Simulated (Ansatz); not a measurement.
**GeSi2: geometry relaxation (part 2 of 2)**

GeSi2 (6 atoms in the cell); DFT, PBE, plane waves, PAW, no spin polarisation (Ansatz 0.2.0); cutoff 420 eV, 12×12×4 k-mesh, Fermi–Dirac smearing of 0.02 eV. The structure was built on a prototype by a generator.

Geometry of the input (Å; fractional positions):
```
3.7232  0.0000  0.0000
-1.8616  3.2244  0.0000
0.0000  0.0000  9.1200
Si 0.6667  0.3333  0.5417
Si 0.3333  0.6667  0.2083
Ge 0.0000  0.0000  0.8750
Si 0.3333  0.6667  0.4583
Ge 0.0000  0.0000  0.1250
Si 0.6667  0.3333  0.7917
```

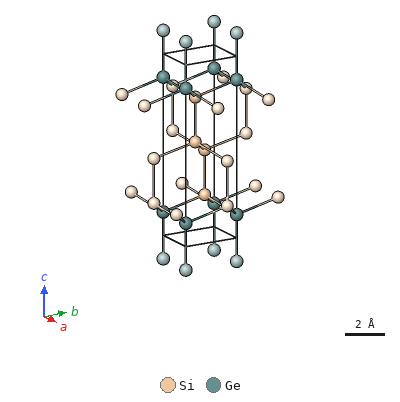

The geometry at step 3 of the log (ball-and-stick view of the cell of the calculation, seen slightly off an axis; neighbours outside the cell are drawn fainter).

## What the program printed, continued
```
relax step   6: F+E_penalty+E_count = -11133.10530280 eV  Δ(F+E_penalty+E_count) = -1.736e-5 eV  max|allowed force component| = 8.195e-4 eV/Å  Δτ_max = 0.0006 Å  P = +0.000 GPa  Ω = 128.494 Å³  energy of the carried Pulay correction = -3.431e-3 eV  (5 SCF iters, dr2 threshold 3.03e-9 eV, accepted)
Basis set: ecut = 420 eV, 2553 PW (Γ), exchange–correlation on 54×54×144 points (8 copies of the dense FFT grid, shifted against one another)
Initial wavefunctions: pseudopotential atomic-orbital guess (no wavefunctions were taken with the density)
iter 1 solved again at ethr=6.89e-7 eV; its pass at ethr=3.10e-3 eV (dr2=3.03e-4 eV) is discarded
SCF iter   1: F=—  HF=-11133.044938 eV  |F-HF|=—  |Δ(HF+E_count)|=         —  Δρ=2.02e-3  dr2=2.41e-4  ethr=6.89e-7  ⟨swp⟩=2.6  Hψ=13676  notcnv=0
preconditioner: auto → Resta (q_TF=auto, 2.282 Å⁻¹)  ε∞=5.1  [insulator: Δε(μ)=0.614 eV  Ē_g=7.930 eV  σ=0.020 eV  W_gap=1.00  n_scr=36 (ndim 8)  ℏωp=16.0 eV  f_vac=0.000  D(μ)=0.00/eV (n_scr^D=0)  ε∞_Penn≈5.1]
SCF iter   2: F=—  HF=-11133.095353 eV  |F-HF|=—  |Δ(HF+E_count)|=   5.04e-2  Δρ=1.01e-3  dr2=3.36e-5  ethr=5.48e-7  ⟨swp⟩=2.0  Hψ=3144  notcnv=0
SCF iter   3: F=—  HF=-11133.110905 eV  |F-HF|=—  |Δ(HF+E_count)|=   1.56e-2  Δρ=3.76e-4  dr2=1.20e-5  ethr=7.63e-8  ⟨swp⟩=2.0  Hψ=2976  notcnv=0
SCF iter   4: F=—  HF=-11133.113127 eV  |F-HF|=—  |Δ(HF+E_count)|=   2.22e-3  Δρ=1.11e-4  dr2=3.15e-6  ethr=2.73e-8  ⟨swp⟩=2.5  Hψ=3352  notcnv=0
SCF iter   5: F=—  HF=-11133.113313 eV  |F-HF|=—  |Δ(HF+E_count)|=   1.86e-4  Δρ=2.20e-5  dr2=6.53e-7  ethr=7.16e-9  ⟨swp⟩=2.0  Hψ=3284  notcnv=0
SCF iter   6: F=—  HF=-11133.113319 eV  |F-HF|=—  |Δ(HF+E_count)|=   6.18e-6  Δρ=4.93e-6  dr2=7.70e-8  ethr=1.48e-9  ⟨swp⟩=2.2  Hψ=2401  notcnv=0
SCF iter   7: F=—  HF=-11133.113319 eV  |F-HF|=—  |Δ(HF+E_count)|=   9.77e-8  Δρ=4.72e-7  dr2=2.90e-10  ethr=1.75e-10  ⟨swp⟩=2.0  Hψ=2760  notcnv=0
SCF iter   8: F=—  HF=-11133.113319 eV  |F-HF|=—  |Δ(HF+E_count)|=  9.46e-10  Δρ=1.42e-7  dr2=7.87e-11  ethr=1.00e-12  ⟨swp⟩=6.4  Hψ=9184  notcnv=0
SCF iter   9: F=-11133.113319 eV  HF=-11133.113319 eV  |F-HF|=0.00e0  |Δ(HF+E_count)|=  7.28e-12  Δρ=5.76e-8  dr2=1.35e-11  ethr=1.00e-12  ⟨swp⟩=5.2  Hψ=7604  notcnv=0
the search or the solves at the SCF's close seem to have found levels that the self-consistency loop had missed (the run counts 1). By its estimate they hold under 1e-12 electrons; where the run keeps them, the occupations were computed again with them
SCF 7 converged in 9 iterations: F = -11133.113319 eV  dr2 = 1.35e-11
relax step   7: F+E_penalty+E_count = -11133.11331889 eV  Δ(F+E_penalty+E_count) = -8.016e-3 eV  max|allowed force component| = 9.271e-4 eV/Å  Δτ_max = 0.0000 Å  P = +0.101 GPa  Ω = 128.494 Å³  stress off target by 1.04e-1 GPa  SCF on the basis re-selected at this cell (its energy is not comparable with the rows above)  (9 SCF iters)
basis re-selected at this cell: Δ(F+E_penalty+E_count) = -8.016e-3 eV, ΔP = +0.101 GPa vs the last step (what re-selecting the basis moved, of the pressure what is left beyond the Pulay correction that the steps carried, after the strain that the cell walked since its last selection, with what the two solves' SCF thresholds leave and, on support functions, any second-order correction that the steps lacked; it is no measure of the basis error at this ecutwfc). The dense FFT grid was sized anew with the basis: this SCF ran on 27×27×72 points, the steps before it on 25×25×64, so part of this shift can come from that change (see relax.cell in the input reference). This SCF's stress stands 1.04e-1 GPa from its target on what of the cell is left free (relax.cell.stress_tol is 5.00e-2 GPa) and its largest allowed force component is 9.27e-4 eV/Å (relax.f_tol is 5.00e-3 eV/Å): not within both, so this SCF does not close the relaxation
Crystal: 6 atoms, lattice volume = 128.658 Å³
iter 1 solved again at ethr=2.19e-8 eV; its pass at ethr=3.10e-3 eV (dr2=9.63e-6 eV) is discarded
SCF iter   1: F=—  HF=-11133.113390 eV  |F-HF|=—  |Δ(HF+E_count)|=         —  Δρ=6.70e-5  dr2=9.59e-6  ethr=2.19e-8  ⟨swp⟩=2.0  Hψ=10159  notcnv=0
preconditioner: auto → Resta (q_TF=auto, 2.282 Å⁻¹)  ε∞=5.1  [insulator: Δε(μ)=0.604 eV  Ē_g=7.919 eV  σ=0.020 eV  W_gap=1.00  n_scr=36 (ndim 8)  ℏωp=16.0 eV  f_vac=0.000  D(μ)=0.00/eV (n_scr^D=0)  ε∞_Penn≈5.1]
SCF iter   2: F=—  HF=-11133.113348 eV  |F-HF|=—  |Δ(HF+E_count)|=   4.16e-5  Δρ=3.98e-5  dr2=3.03e-6  ethr=2.18e-8  ⟨swp⟩=1.6  Hψ=2001  notcnv=0
SCF iter   3: F=—  HF=-11133.113348 eV  |F-HF|=—  |Δ(HF+E_count)|=   3.10e-7  Δρ=8.57e-6  dr2=1.92e-7  ethr=6.88e-9  ⟨swp⟩=2.6  Hψ=2813  notcnv=0
SCF iter   4: F=-11133.113348 eV  HF=-11133.113348 eV  |F-HF|=5.46e-10  |Δ(HF+E_count)|=   8.54e-8  Δρ=3.89e-6  dr2=1.88e-8  ethr=6.17e-11  ⟨swp⟩=6.0  Hψ=12536  notcnv=0
SCF 8 converged in 4 iterations: F = -11133.113348 eV  dr2 = 1.88e-8
relax step   8: F+E_penalty+E_count = -11133.11334776 eV  Δ(F+E_penalty+E_count) = -2.886e-5 eV  max|allowed force component| = 4.452e-4 eV/Å  Δτ_max = 0.0001 Å  P = +0.001 GPa  Ω = 128.658 Å³  energy of the carried Pulay correction = -2.349e-5 eV  (4 SCF iters, dr2 threshold 2.72e-8 eV, accepted)
iter 1 solved again at ethr=2.81e-7 eV; its pass at ethr=3.10e-3 eV (dr2=1.23e-4 eV) is discarded
SCF iter   1: F=—  HF=-11133.113080 eV  |F-HF|=—  |Δ(HF+E_count)|=         —  Δρ=1.16e-4  dr2=3.65e-7  ethr=2.81e-7  ⟨swp⟩=3.0  Hψ=13971  notcnv=0
SCF iter   2: F=—  HF=-11133.113288 eV  |F-HF|=—  |Δ(HF+E_count)|=   2.08e-4  Δρ=5.84e-5  dr2=9.80e-8  ethr=8.30e-10  ⟨swp⟩=2.0  Hψ=3427  notcnv=0
SCF iter   3: F=—  HF=-11133.113371 eV  |F-HF|=—  |Δ(HF+E_count)|=   8.24e-5  Δρ=8.27e-6  dr2=7.47e-9  ethr=2.23e-10  ⟨swp⟩=2.0  Hψ=3351  notcnv=0
SCF iter   4: F=—  HF=-11133.113372 eV  |F-HF|=—  |Δ(HF+E_count)|=   1.55e-6  Δρ=7.68e-7  dr2=1.04e-9  ethr=1.70e-11  ⟨swp⟩=2.0  Hψ=3450  notcnv=0
SCF iter   5: F=—  HF=-11133.113372 eV  |F-HF|=—  |Δ(HF+E_count)|=   4.66e-9  Δρ=3.30e-7  dr2=2.29e-10  ethr=2.36e-12  ⟨swp⟩=2.0  Hψ=3450  notcnv=0
SCF iter   6: F=-11133.113372 eV  HF=-11133.113372 eV  |F-HF|=9.09e-12  |Δ(HF+E_count)|=  3.31e-10  Δρ=1.59e-7  dr2=2.44e-11  ethr=1.00e-12  ⟨swp⟩=6.1  Hψ=8255  notcnv=0
SCF 9 converged in 6 iterations: F = -11133.113372 eV  dr2 = 2.44e-11
relax step   9: F+E_penalty+E_count = -11133.11337229 eV  Δ(F+E_penalty+E_count) = -2.453e-5 eV  max|allowed force component| = 4.432e-4 eV/Å  Δτ_max = 0.0000 Å  P = +0.001 GPa  Ω = 128.658 Å³  stress off target by 1.46e-3 GPa  SCF on the basis re-selected at this cell (its energy is not comparable with the rows above)  (6 SCF iters)
basis re-selected at this cell: Δ(F+E_penalty+E_count) = -2.453e-5 eV, ΔP = +0.000 GPa vs the last step (what re-selecting the basis moved, of the pressure what is left beyond the Pulay correction that the steps carried, after the strain that the cell walked since its last selection, with what the two solves' SCF thresholds leave and, on support functions, any second-order correction that the steps lacked; it is no measure of the basis error at this ecutwfc). This SCF's stress stands 1.46e-3 GPa from its target on what of the cell is left free (relax.cell.stress_tol is 5.00e-2 GPa) and its largest allowed force component is 4.43e-4 eV/Å (relax.f_tol is 5.00e-3 eV/Å): within both
SCF converged after 6 iterations
Free energy (F): -11133.113372 eV
Harris-Foulkes:  -11133.113372 eV  (|F-HF|=9.09e-12)
Internal energy: -11133.113372 eV  (E = F + TS)
E sigma→0 (E₀):  -11133.113372 eV
Fermi energy:    7.089074 eV
--- Per-component energies (eV) ---
  E_band       = -311.061889
  E_kinetic    = 382.100982
  E_local      = -6463.461605  (includes V_loc(G=0)·N_el)
  E_nonlocal   = 940.924809
  E_hartree    = 2890.679108
  E_xc         = -370.902890
  E_vxc        = -314.923207  (∫ρ·V_xc dr)
  E_paw        = -6091.374625  (= ΣΔE_a)
  E_vpaw       = -637.061698  (= ΣTr[D̂ρ^β])
  E_aug_tail   = 0.000572  (compensation charges beyond the density's cutoff)
  E_ewald      = -2421.079722
  E_smearing   = -0.000000  (= −TS)
  E_closure    = 0.000000  (closes the sum)
  Σ components = -11133.113372   (vs F -11133.113372, Δ=0.00e0)
--- Forces (eV/Å), atoms counted from 1 ---
  atom   1  Si     0.00000000     0.00000000     0.00032525
  atom   2  Si     0.00000000     0.00000000     0.00044317
  atom   3  Ge    -0.00000000    -0.00000000    -0.00000086
  atom   4  Si    -0.00000000    -0.00000000    -0.00032525
  atom   5  Ge     0.00000000     0.00000000     0.00000086
  atom   6  Si     0.00000000    -0.00000000    -0.00044317
  max |Σ_I F_I| component: 4.63e-18 eV/Å
--- Stress (GPa, compression-positive) ---
        0.001460       0.000000      -0.000000
       -0.000000       0.001460       0.000000
        0.000000       0.000000      -0.000253
  P = ⅓ Tr σ = 0.0009 GPa (0.009 kbar)
--- Band table (eV; the first three rows and the last of 69) ---
  k-point 0: bands = ["-17.5861", "-17.5052", "-17.5052", "-17.4708", "-17.4708", "-17.4559", "-17.4559", "-17.4220", "-17.4220", "-17.3830", "-5.3081", "-4.0741", "-3.8725", "1.1560", "1.4341", "5.5791", "5.5791", "5.8595", "5.8595", "6.7440", "6.7980", "6.7980", "7.9398", "8.0482", "8.7039", "9.2606", "9.2606", "9.3237"]
  k-point 1: bands = ["-17.5861", "-17.5052", "-17.5052", "-17.4708", "-17.4708", "-17.4559", "-17.4559", "-17.4220", "-17.4220", "-17.3830", "-5.2280", "-4.5166", "-3.3951", "0.2126", "2.6635", "5.5170", "5.5170", "5.7763", "6.0128", "6.0128", "6.6533", "6.6533", "7.8059", "8.2800", "8.8880", "9.4524", "9.4524", "9.9278"]
  k-point 2: bands = ["-17.5861", "-17.5052", "-17.5052", "-17.4708", "-17.4708", "-17.4559", "-17.4559", "-17.4220", "-17.4220", "-17.3830", "-5.0681", "-4.8319", "-3.1026", "-0.2500", "3.9704", "4.4398", "5.4768", "5.4768", "6.2450", "6.2450", "6.4124", "6.4124", "7.7509", "8.5856", "8.6369", "9.7109", "9.7109", "10.1470"]
  k-point 68: bands = ["-17.5811", "-17.5081", "-17.5081", "-17.4673", "-17.4673", "-17.4516", "-17.4516", "-17.4236", "-17.4236", "-17.3760", "-2.6203", "-1.9697", "-1.9697", "-0.8872", "-0.0555", "-0.0555", "2.6861", "2.8877", "2.8877", "4.0192", "4.0192", "4.1360", "9.7768", "10.0519", "10.0519", "10.1096", "10.5621", "10.5621"]
--- Relaxed structure (7 steps of the walk, 7 accepted, 2 SCFs on fresh bases) ---
  F+E_penalty+E_count = -11133.11337229 eV   max|allowed force component| = 4.432e-4 eV/Å   (the final SCF, on the basis selected at the relaxed cell)
  cell:  # Å, volume = 128.6577 Å³
    - [3.9299353532446943, -2.3982348850343228e-33, -3.797205234637678e-33]
    - [-1.9649676766223472, 3.403423851140477, 8.215938468642576e-33]
    - [-1.4686129379275204e-33, 1.419659173329936e-32, 9.619095558033372]
  atoms:
    - { symbol: Si, position: [0.6666666666666666, 0.3333333333333333, 0.5398362568704002] }
    - { symbol: Si, position: [0.3333333333333333, 0.6666666666666666, 0.21417678022193465] }
    - { symbol: Ge, position: [1.9675441507925618e-33, 3.3166598555369716e-33, 0.8707128611169661] }
    - { symbol: Si, position: [0.3333333333333333, 0.6666666666666666, 0.46016374312959984] }
    - { symbol: Ge, position: [6.051287649227291e-35, -3.5323505915148646e-33, 0.12928713888303395] }
    - { symbol: Si, position: [0.6666666666666666, 0.3333333333333333, 0.7858232197780655] }
```

## File rho_z.tsv
```
# z_ang	rho[e/angstrom^3]
# format = ansatz-planar-average/11
# lattice	3.929935353	-0.000000000	-0.000000000
# lattice	-1.964967677	3.403423851	0.000000000
# lattice	-0.000000000	0.000000000	9.619095558
# sites	6
# site	14	1.964967677	1.134474617	5.192736541
# site	14	-0.000000000	2.268949234	2.060186915
# site	32	-0.000000000	0.000000000	8.375470215
# site	14	-0.000000000	2.268949234	4.426359018
# site	32	0.000000000	-0.000000000	1.243625343
# site	14	1.964967677	1.134474617	7.558908643
0.000000	1.015959e-1
0.133599	1.048691e-1
0.267197	1.152947e-1
0.400796	1.346089e-1
0.534394	1.702132e-1
0.667993	2.387881e-1
0.801591	3.853593e-1
0.935190	6.850405e-1
1.068788	1.133016e0
1.202387	1.477986e0
1.335985	1.416464e0
1.469584	1.032705e0
1.603183	6.602298e-1
1.736781	4.454511e-1
1.870380	3.398884e-1
2.003978	2.786548e-1
2.137577	2.355718e-1
2.271175	2.033476e-1
2.404774	1.794326e-1
2.538372	1.623610e-1
2.671971	1.490559e-1
2.805570	1.374178e-1
2.939168	1.272347e-1
3.072767	1.199055e-1
3.206365	1.165756e-1
3.339964	1.178257e-1
3.473562	1.235155e-1
3.607161	1.328950e-1
3.740759	1.445812e-1
3.874358	1.576369e-1
4.007956	1.728874e-1
4.141555	1.923841e-1
4.275154	2.171030e-1
4.408752	2.448966e-1
4.542351	2.708069e-1
4.675949	2.890972e-1
4.809548	2.956861e-1
4.943146	2.890972e-1
5.076745	2.708069e-1
5.210343	2.448966e-1
5.343942	2.171030e-1
5.477541	1.923841e-1
5.611139	1.728874e-1
5.744738	1.576369e-1
5.878336	1.445812e-1
6.011935	1.328950e-1
6.145533	1.235155e-1
6.279132	1.178257e-1
6.412730	1.165756e-1
6.546329	1.199055e-1
6.679927	1.272347e-1
6.813526	1.374178e-1
6.947125	1.490559e-1
7.080723	1.623610e-1
7.214322	1.794326e-1
7.347920	2.033476e-1
7.481519	2.355718e-1
7.615117	2.786548e-1
7.748716	3.398884e-1
7.882314	4.454511e-1
8.015913	6.602298e-1
8.149512	1.032705e0
8.283110	1.416464e0
8.416709	1.477986e0
8.550307	1.133016e0
8.683906	6.850405e-1
8.817504	3.853593e-1
8.951103	2.387881e-1
9.084701	1.702132e-1
9.218300	1.346089e-1
9.351898	1.152947e-1
9.485497	1.048691e-1
```

## Trajectory as extended XYZ (Å, eV, eV/Å), 9 frames, from step=1 to step=9
```
6
Lattice="3.7232 0.0000 0.0000 -1.8616 3.2244 0.0000 0.0000 0.0000 9.1200" Properties=species:S:1:pos:R:3:forces:R:3 step=1 energy=-11132.12329 pressure_GPa=18.20
Si    1.8616    1.0748    4.9400    0.0000   0.0000   0.0267
Si    0.0000    2.1496    1.9000    0.0000   0.0000   0.5841
Ge    0.0000    0.0000    7.9800    0.0000   0.0000  -0.7252
Si    0.0000    2.1496    4.1800    0.0000   0.0000  -0.0267
Ge    0.0000    0.0000    1.1400    0.0000   0.0000   0.7252
Si    1.8616    1.0748    7.2200    0.0000   0.0000  -0.5841
6
Lattice="3.8699 0.0000 0.0000 -1.9350 3.3515 0.0000 0.0000 0.0000 9.4766" Properties=species:S:1:pos:R:3:forces:R:3 step=2 energy=-11133.03890 pressure_GPa=3.91
Si    1.9350    1.1172    5.1086    0.0000   0.0000   0.1324
Si    0.0000    2.2343    2.0286    0.0000   0.0000   0.0115
Ge    0.0000    0.0000    8.2590    0.0000   0.0000  -0.1122
Si    0.0000    2.2343    4.3680    0.0000   0.0000  -0.1324
Ge    0.0000    0.0000    1.2176    0.0000   0.0000   0.1122
Si    1.9350    1.1172    7.4479    0.0000   0.0000  -0.0115
6
Lattice="3.9166 0.0000 0.0000 -1.9583 3.3919 0.0000 0.0000 0.0000 9.5824" Properties=species:S:1:pos:R:3:forces:R:3 step=3 energy=-11133.10185 pressure_GPa=0.75
Si    1.9583    1.1306    5.1764    0.0000   0.0000  -0.0208
Si    0.0000    2.2613    2.0436    0.0000   0.0000   0.0677
Ge    0.0000    0.0000    8.3484    0.0000   0.0000  -0.0426
Si    0.0000    2.2613    4.4060    0.0000   0.0000   0.0208
Ge    0.0000    0.0000    1.2340    0.0000   0.0000   0.0426
Si    1.9583    1.1306    7.5388    0.0000   0.0000  -0.0677
6
Lattice="3.9267 0.0000 0.0000 -1.9634 3.4006 0.0000 0.0000 0.0000 9.6279" Properties=species:S:1:pos:R:3:forces:R:3 step=4 energy=-11133.10507 pressure_GPa=-0.04
Si    1.9634    1.1335    5.1968    0.0000   0.0000   0.0076
Si    0.0000    2.2671    2.0657    0.0000   0.0000  -0.0308
Ge    0.0000    0.0000    8.3835    0.0000   0.0000  -0.0097
Si    0.0000    2.2671    4.4311    0.0000   0.0000  -0.0076
Ge    0.0000    0.0000    1.2444    0.0000   0.0000   0.0097
Si    1.9634    1.1335    7.5622    0.0000   0.0000   0.0308
6
Lattice="3.9291 0.0000 0.0000 -1.9645 3.4027 0.0000 0.0000 0.0000 9.6121" Properties=species:S:1:pos:R:3:forces:R:3 step=5 energy=-11133.10528 pressure_GPa=-0.01
Si    1.9645    1.1342    5.1883    0.0000   0.0000   0.0070
Si    0.0000    2.2685    2.0584    0.0000   0.0000   0.0049
Ge    0.0000    0.0000    8.3689    0.0000   0.0000   0.0057
Si    0.0000    2.2685    4.4237    0.0000   0.0000  -0.0070
Ge    0.0000    0.0000    1.2432    0.0000   0.0000  -0.0057
Si    1.9645    1.1342    7.5537    0.0000   0.0000  -0.0049
6
Lattice="3.9282 0.0000 0.0000 -1.9641 3.4019 0.0000 0.0000 0.0000 9.6152" Properties=species:S:1:pos:R:3:forces:R:3 step=6 energy=-11133.10530 pressure_GPa=0.00
Si    1.9641    1.1340    5.1907    0.0000   0.0000  -0.0007
Si    0.0000    2.2680    2.0593    0.0000   0.0000   0.0008
Ge    0.0000    0.0000    8.3721    0.0000   0.0000   0.0007
Si    0.0000    2.2680    4.4246    0.0000   0.0000   0.0007
Ge    0.0000    0.0000    1.2431    0.0000   0.0000  -0.0007
Si    1.9641    1.1340    7.5559    0.0000   0.0000  -0.0008
6
Lattice="3.9282 0.0000 0.0000 -1.9641 3.4019 0.0000 0.0000 0.0000 9.6152" Properties=species:S:1:pos:R:3:forces:R:3 step=7 energy=-11133.11332 pressure_GPa=0.10
Si    1.9641    1.1340    5.1907    0.0000   0.0000  -0.0002
Si    0.0000    2.2680    2.0593    0.0000   0.0000   0.0007
Ge    0.0000    0.0000    8.3721    0.0000   0.0000   0.0009
Si    0.0000    2.2680    4.4246    0.0000   0.0000   0.0002
Ge    0.0000    0.0000    1.2431    0.0000   0.0000  -0.0009
Si    1.9641    1.1340    7.5559    0.0000   0.0000  -0.0007
6
Lattice="3.9299 0.0000 0.0000 -1.9650 3.4034 0.0000 0.0000 0.0000 9.6191" Properties=species:S:1:pos:R:3:forces:R:3 step=8 energy=-11133.11335 pressure_GPa=0.00
Si    1.9650    1.1345    5.1927    0.0000   0.0000   0.0003
Si    0.0000    2.2689    2.0602    0.0000   0.0000   0.0004
Ge    0.0000    0.0000    8.3755    0.0000   0.0000   0.0000
Si    0.0000    2.2689    4.4264    0.0000   0.0000  -0.0003
Ge    0.0000    0.0000    1.2436    0.0000   0.0000   0.0000
Si    1.9650    1.1345    7.5589    0.0000   0.0000  -0.0004
6
Lattice="3.9299 0.0000 0.0000 -1.9650 3.4034 0.0000 0.0000 0.0000 9.6191" Properties=species:S:1:pos:R:3:forces:R:3 step=9 energy=-11133.11337 pressure_GPa=0.00
Si    1.9650    1.1345    5.1927    0.0000   0.0000   0.0003
Si    0.0000    2.2689    2.0602    0.0000   0.0000   0.0004
Ge    0.0000    0.0000    8.3755    0.0000   0.0000   0.0000
Si    0.0000    2.2689    4.4264    0.0000   0.0000  -0.0003
Ge    0.0000    0.0000    1.2436    0.0000   0.0000   0.0000
Si    1.9650    1.1345    7.5589    0.0000   0.0000  -0.0004
```

## Results in brief

```tsv
quantity	value
outcome	converged
space group (tolerance 0.01 Å)	P-3m1 (164)
electrons treated	44
free energy	−11133.1134 eV
Fermi energy	7.089 eV
band gap	0.60 eV
pressure	0.00 GPa
final volume	128.66 Å³
largest force (length of the vector) at the end	under 0.001 eV/Å
final cell	a = 3.930 Å, b = 3.930 Å, c = 9.619 Å, α = 90.00°, β = 90.00°, γ = 120.00°
hardware	4 threads of Arm Neoverse V2, 24 GiB of memory available, shared host
wall time	28 s (CPU time 1.8 min)
peak memory	0.58 GiB
```
